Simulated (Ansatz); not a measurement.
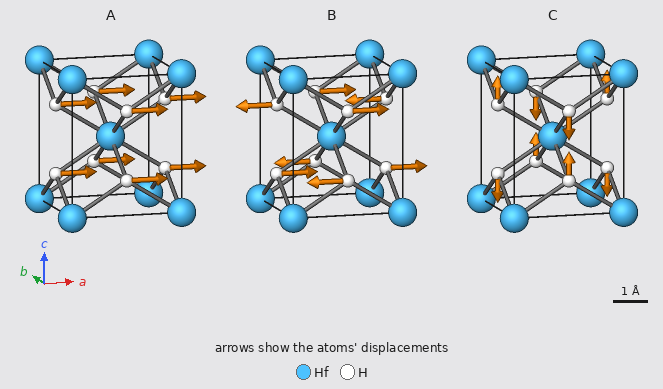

Modes of crystalline HfH2, space group I4/mmm (No. 139), at the zone centre (one member of each degenerate set). The orange arrows give the relative displacements of the atoms. Style: ball-and-stick. Shown: the conventional cell (2 times the calculation's cell), slightly off an axis. Lengths and directions refer to the drawn axes.

Method: Ansatz 0.2.0, DFT PBEsol, scalar-relativistic, plane waves, PAW.

The frequencies depend somewhat on the k-mesh and the smearing.

### Give the symmetry species and the selection rules of each.

A is E_u, infrared-active by symmetry (1081 cm⁻¹). B is E_g, Raman-active by symmetry (1254 cm⁻¹). C is B₁g, Raman-active by symmetry (1364 cm⁻¹). The crystal has a centre of inversion, so no mode is both. In a metal the free carriers screen the infrared response.
